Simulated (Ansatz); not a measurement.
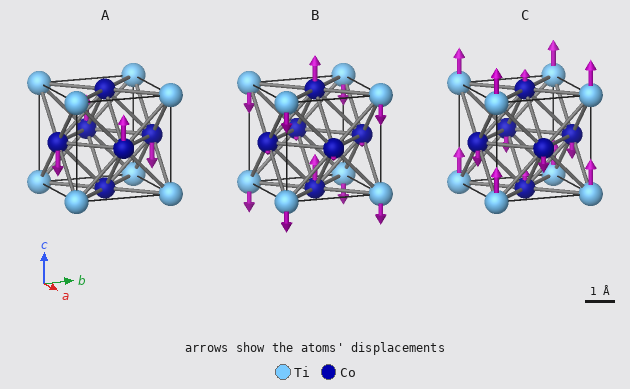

Modes of a crystal of TiCo₃, space group Pm-3m (No. 221), at the zone centre (one member of each degenerate set). The purple arrows are the displacements of the atoms (eigenvector over the root of the mass), of arbitrary overall length and sign. A ball-and-stick model of the cell of the calculation, seen slightly off an axis.

Theory: Ansatz 0.2.0, DFT LDA, scalar-relativistic, plane waves, PAW.

The frequencies depend somewhat on the k-mesh and the smearing.

Q: Give the symmetry species and the selection rules of each.

A: A is T₂u, silent by symmetry (neither infrared- nor Raman-active) (230 cm⁻¹). B is T₁u, infrared-active by symmetry (205 cm⁻¹). C is T₁u, infrared-active by symmetry (298 cm⁻¹). The crystal has a centre of inversion, so no mode is both. In a metal the free carriers screen the infrared response.
